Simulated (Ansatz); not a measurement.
**Two runs on AlRu**

System: AlRu (R-3m, 2 atoms in the cell).
Method of run 1: DFT PBE, scalar-relativistic, plane waves, PAW, no spin polarisation (Ansatz 0.2.0).

The structure derives from an entry of the Crystallography Open Database. Text and figures count atoms from 1; the logs count them from 0 in places.

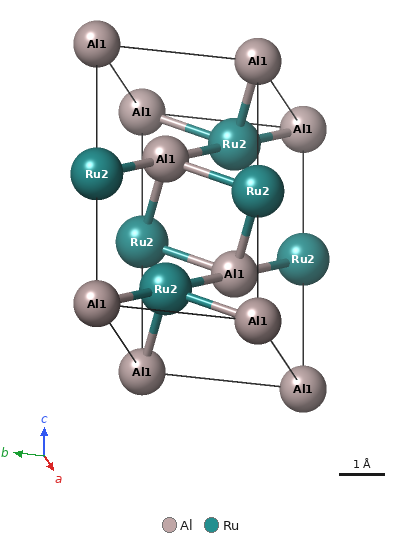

Figure 1. The input geometry (ball-and-stick view of the cell 3 times as large as that of the calculation, set on its symmetry axes, seen at an oblique angle; atoms are numbered from 1 in the order of the input). An atom can appear more than once, as a periodic image.

Input, run 1:
```yaml
crystal:
  lattice:
    - [3.0324730129, 0.3646081922, 0.3646081922]
    - [0.3646081922, 3.0324730129, 0.3646081922]
    - [0.3646081922, 0.3646081922, 3.0324730129]
  atoms:
    - { symbol: Al, position: [0.0, 0.0, 0.0] }
    - { symbol: Ru, position: [0.5, 0.5, 0.5] }
basis:
  ecutwfc: 420
kpoints:
  mp_grid: { grid: [18, 18, 18] }
hamiltonian:
  xc: pbe
scf:
  occupations: { method: gaussian, width: 0.15 }
output:
  forces: true
  stress: true
  eigenvalues: true
  write_density: true
  write_potential: true
  elf: true
  volumetric_format: npy
```

Command:
```bash
ansatz run input.yaml --threads 1 --pin off --max-ram 2560MiB --backend cpu --events-out ev --progress --plain --runs-dir out
```

Hardware: 1 thread of Intel Xeon (Sapphire Rapids), 32 GiB of memory available, shared host.

Output, shortened to warnings, some set-up lines, iterations and results (run 1):
```
Basis set: ecut = 420 eV, 523 PW (Γ), exchange–correlation on 48×48×48 points (8 copies of the dense FFT grid, shifted against one another)
Symmetry: 12 space group operations
k-points: 580 of 5832
Initial density: superposition of atomic densities (neutral atoms: chi_scale 0, normalization atom), corrected by the library's trained network
[...]
SCF iter   1: F=—  HF=-6416.538599 eV  |F-HF|=—  |Δ(HF+E_count)|=         —  Δρ=8.29e-3  dr2=1.16e-2  ethr=1.77e-3  ⟨swp⟩=5.0  Hψ=42864  notcnv=0
SCF iter   2: F=—  HF=-6416.536775 eV  |F-HF|=—  |Δ(HF+E_count)|=   1.82e-3  Δρ=4.45e-3  dr2=4.27e-3  ethr=6.12e-5  ⟨swp⟩=1.3  Hψ=12910  notcnv=0
SCF iter   3: F=—  HF=-6416.535803 eV  |F-HF|=—  |Δ(HF+E_count)|=   9.72e-4  Δρ=4.21e-4  dr2=2.31e-5  ethr=2.25e-5  ⟨swp⟩=2.3  Hψ=12365  notcnv=0
SCF iter   4: F=—  HF=-6416.535788 eV  |F-HF|=—  |Δ(HF+E_count)|=   1.49e-5  Δρ=1.38e-4  dr2=4.16e-6  ethr=1.22e-7  ⟨swp⟩=2.5  Hψ=13620  notcnv=0
SCF iter   5: F=-6416.535787 eV  HF=-6416.535787 eV  |F-HF|=6.23e-9  |Δ(HF+E_count)|=   7.74e-7  Δρ=1.72e-5  dr2=1.74e-8  ethr=2.19e-8  ⟨swp⟩=2.4  Hψ=11603  notcnv=0
SCF iter   6: F=-6416.535787 eV  HF=-6416.535787 eV  |F-HF|=2.18e-10  |Δ(HF+E_count)|=   6.78e-9  Δρ=2.01e-6  dr2=3.86e-10  ethr=9.17e-11  ⟨swp⟩=5.5  Hψ=44258  notcnv=0
SCF 1 converged in 6 iterations: F = -6416.535787 eV  dr2 = 3.86e-10
SCF converged after 6 iterations
Free energy (F): -6416.535787 eV
Harris-Foulkes:  -6416.535787 eV  (|F-HF|=2.18e-10)
Internal energy: -6416.519888 eV  (E = F + TS)
E sigma→0 (E₀):  -6416.527838 eV
Entropy (-TS):   -0.015899 eV (-7.949 meV/atom)
Fermi energy:    16.059113 eV
--- Per-component energies (eV) ---
  E_band       = -120.179736
  E_kinetic    = 546.869655
  E_local      = -1798.553306  (includes V_loc(G=0)·N_el)
  E_nonlocal   = 356.926445
  E_hartree    = 637.172676
  E_xc         = -232.883185
  E_vxc        = -271.529941  (∫ρ·V_xc dr)
  E_paw        = -3930.227677  (= ΣΔE_a)
  E_vpaw       = -228.238412  (= ΣTr[D̂ρ^β])
  E_aug_tail   = -0.000174  (compensation charges beyond the density's cutoff)
  E_ewald      = -1995.824322
  E_smearing   = -0.015899  (= −TS)
  E_closure    = 0.000000  (closes the sum)
  Σ components = -6416.535787   (vs F -6416.535787, Δ=0.00e0)
--- Forces (eV/Å), atoms counted from 1 ---
  atom   1  Al    -0.00000000     0.00000000    -0.00000000
  atom   2  Ru     0.00000000     0.00000000     0.00000000
  max |Σ_I F_I| component: 5.89e-29 eV/Å
--- Stress (GPa, compression-positive) ---
       16.852169     -11.265887     -11.265887
      -11.265887      16.852169     -11.265887
      -11.265887     -11.265887      16.852169
  P = ⅓ Tr σ = 16.8522 GPa (168.522 kbar)
```

The input of run 2 differs as follows (lines with − go, lines with + come):
```diff
-    - [3.0324730129, 0.3646081922, 0.3646081922]
-    - [0.3646081922, 3.0324730129, 0.3646081922]
-    - [0.3646081922, 0.3646081922, 3.0324730129]
+    - [3.0028836096, 0.1876802256, 0.1876802256]
+    - [0.1876802256, 3.0028836096, 0.1876802256]
+    - [0.1876802256, 0.1876802256, 3.0028836096]
```

Predict how the results change.

With the same functional and potentials, run 2 lies 289.3 meV per atom lower. The pressure goes from 16.85 to 8.00 GPa. The number of SCF iterations is the same. The plane waves at Γ go from 523 to 511.

Output, shortened to warnings, some set-up lines, iterations and results (run 2):
```
Basis set: ecut = 420 eV, 511 PW (Γ), exchange–correlation on 48×48×48 points (8 copies of the dense FFT grid, shifted against one another)
Symmetry: 12 space group operations
k-points: 580 of 5832
Initial density: superposition of atomic densities (neutral atoms: chi_scale 0, normalization atom), corrected by the library's trained network
[...]
SCF iter   1: F=—  HF=-6417.114653 eV  |F-HF|=—  |Δ(HF+E_count)|=         —  Δρ=1.90e-3  dr2=5.01e-4  ethr=1.77e-3  ⟨swp⟩=5.0  Hψ=41532  notcnv=0
SCF iter   2: F=—  HF=-6417.114483 eV  |F-HF|=—  |Δ(HF+E_count)|=   1.70e-4  Δρ=1.10e-3  dr2=2.24e-4  ethr=2.64e-6  ⟨swp⟩=2.0  Hψ=16310  notcnv=0
SCF iter   3: F=—  HF=-6417.114418 eV  |F-HF|=—  |Δ(HF+E_count)|=   6.46e-5  Δρ=1.66e-4  dr2=2.25e-6  ethr=1.18e-6  ⟨swp⟩=2.1  Hψ=13540  notcnv=0
SCF iter   4: F=—  HF=-6417.114397 eV  |F-HF|=—  |Δ(HF+E_count)|=   2.12e-5  Δρ=4.11e-5  dr2=2.89e-7  ethr=1.18e-8  ⟨swp⟩=2.0  Hψ=10670  notcnv=0
SCF iter   5: F=-6417.114397 eV  HF=-6417.114397 eV  |F-HF|=3.74e-8  |Δ(HF+E_count)|=   5.10e-8  Δρ=1.54e-5  dr2=3.98e-8  ethr=1.52e-9  ⟨swp⟩=2.0  Hψ=12977  notcnv=0
SCF iter   6: F=-6417.114397 eV  HF=-6417.114397 eV  |F-HF|=3.34e-9  |Δ(HF+E_count)|=   1.16e-8  Δρ=4.84e-6  dr2=3.48e-9  ethr=2.10e-10  ⟨swp⟩=5.3  Hψ=43425  notcnv=0
SCF 1 converged in 6 iterations: F = -6417.114397 eV  dr2 = 3.48e-9
SCF converged after 6 iterations
Free energy (F): -6417.114397 eV
Harris-Foulkes:  -6417.114397 eV  (|F-HF|=3.34e-9)
Internal energy: -6417.094967 eV  (E = F + TS)
E sigma→0 (E₀):  -6417.104682 eV
Entropy (-TS):   -0.019430 eV (-9.715 meV/atom)
Fermi energy:    16.064543 eV
--- Per-component energies (eV) ---
  E_band       = -119.970060
  E_kinetic    = 544.617853
  E_local      = -1799.136449  (includes V_loc(G=0)·N_el)
  E_nonlocal   = 355.428320
  E_hartree    = 638.766522
  E_xc         = -232.494647
  E_vxc        = -271.058290  (∫ρ·V_xc dr)
  E_paw        = -3929.578782  (= ΣΔE_a)
  E_vpaw       = -227.357139  (= ΣTr[D̂ρ^β])
  E_aug_tail   = -0.000176  (compensation charges beyond the density's cutoff)
  E_ewald      = -1994.697607
  E_smearing   = -0.019430  (= −TS)
  E_closure    = 0.000000  (closes the sum)
  Σ components = -6417.114397   (vs F -6417.114397, Δ=0.00e0)
--- Forces (eV/Å), atoms counted from 1 ---
  atom   1  Al     0.00000000     0.00000000     0.00000000
  atom   2  Ru     0.00000000     0.00000000     0.00000000
  max |Σ_I F_I| component: 5.51e-29 eV/Å
--- Stress (GPa, compression-positive) ---
        7.999761      -9.843017      -9.843017
       -9.843017       7.999761      -9.843017
       -9.843017      -9.843017       7.999761
  P = ⅓ Tr σ = 7.9998 GPa (79.998 kbar)
```

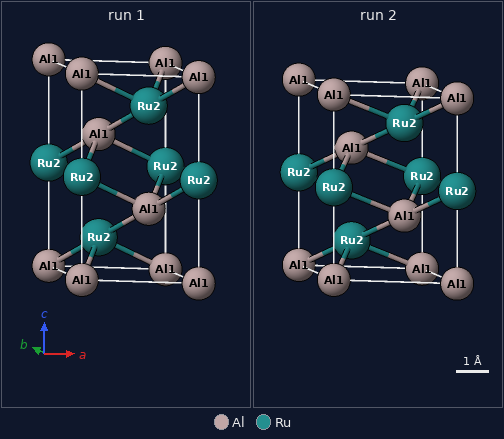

Figure 2. The two input geometries at one scale (ball-and-stick view of the cell 3 times as large as that of the calculation, set on its symmetry axes, seen slightly off an axis). The atoms keep their places relative to the cell (all moves are under 0.005 Å). The drawn cell changes at constant volume: a = b 3.773 → 3.981 Å (+5.5 %), c 6.515 → 5.851 Å (−10.2 %). Among the contacts that change: Al1–Ru2 2.434 → 2.497 Å.

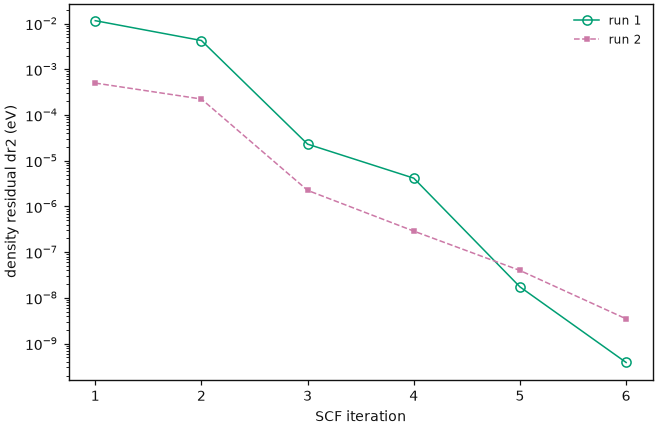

Figure 3. Convergence of the two runs: density residual dr2 against the SCF iteration. Run 1 takes 6 iterations in all, and run 2 takes 6.

The two runs side by side:

```csv
quantity,run 1,run 2
outcome,converged,converged
free energy per atom (eV),−3208.2679,−3208.5572
"energy per atom, smearing taken to zero (eV)",−3208.2639,−3208.5523
gap on the mesh (eV),0.00,0.00
pressure (GPa),16.85,8.00
largest force (eV/Å),0.000,0.000
SCF iterations,6,6
irreducible k-points,580,580
plane waves at Γ,523,511
wall time (shared host),9.2 s,9 s
```

For run 1: The cell is under a pressure of 16.9 GPa at this level, so it is not at its equilibrium volume. For run 2: The cell is under a pressure of 8.0 GPa at this level, so it is not at its equilibrium volume.
